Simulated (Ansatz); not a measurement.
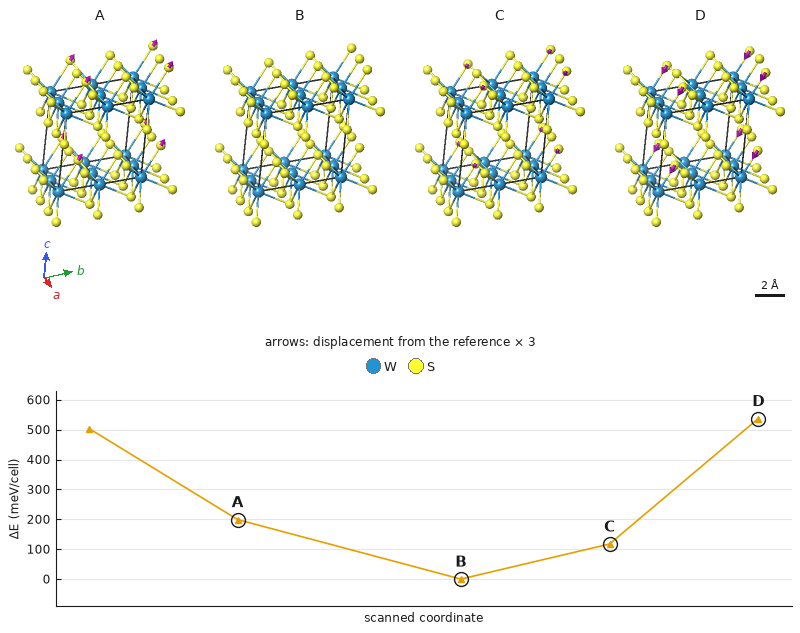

A scan of solid WS2 (R3m) along one coordinate. A ball-and-stick model of the cell of the calculation, seen slightly off an axis. Purple arrows: displacements from the reference.

Method: DFT PBE+D3(BJ), scalar-relativistic, plane waves, PAW in Ansatz 0.2.0. Set-up: plane-wave cutoff 420 eV; k-point mesh 6 × 6 × 6; occupations gaussian; smearing width 0.05 eV; no spin polarisation. Energies (free energies at the smearing named) are counted from the relaxed crystal.

Q: What is being scanned?

A: An S atom (one in each cell of 12 atoms) is moved towards the nearest copy of atom 2 (W) at 2.407 Å, all else fixed. In the frames the displacement is −0.18 Å (A), 0.00 Å (B), 0.12 Å (C), 0.24 Å (D). Of the computed points the lowest is at the displacement 0.00 Å, 0 meV/cell. The curvature at zero is about 15 eV/Å². At the highest point the shortest interatomic distance is 2.17 Å, against 2.41 Å in the reference. The distortion takes the space group from R3m to Cm.
